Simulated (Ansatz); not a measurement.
System: Ni, space group Fm-3m, 1 atom in the cell.

```cif
data_structure
_symmetry_space_group_name_H-M 'P 1'
_symmetry_Int_Tables_number 1
_cell_length_a 2.4488
_cell_length_b 2.4488
_cell_length_c 2.4488
_cell_angle_alpha 60.000
_cell_angle_beta 60.000
_cell_angle_gamma 60.000
_cell_volume 10.38
loop_
_atom_site_label
_atom_site_type_symbol
_atom_site_fract_x
_atom_site_fract_y
_atom_site_fract_z
_atom_site_occupancy
Ni1 Ni 0.00000 0.00000 0.00000 1
```

Level of theory: DFT PBEsol, scalar-relativistic, plane waves, PAW, spin-polarised, 20×20×20 k mesh, 420 eV cutoff, Gaussian smearing of 0.1 eV; code Ansatz.

What does the calculation give for the electronic structure? The path is Γ–X–U|K–Γ–L–W–X.

A metal: 1 spin-up and 4 spin-down bands cross the Fermi level along this path. Bands cross the Fermi level on every line of the path. At W the nearest levels lie 0.44 eV below and 0.41 eV above the Fermi level.

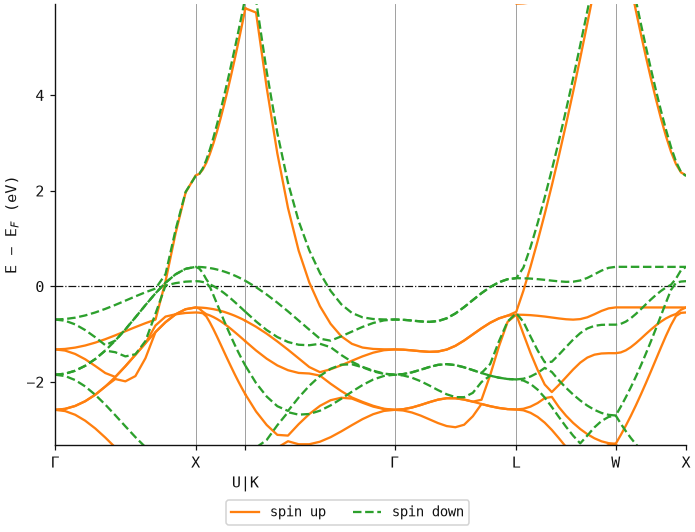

Band structure. Energies are counted from the Fermi level.
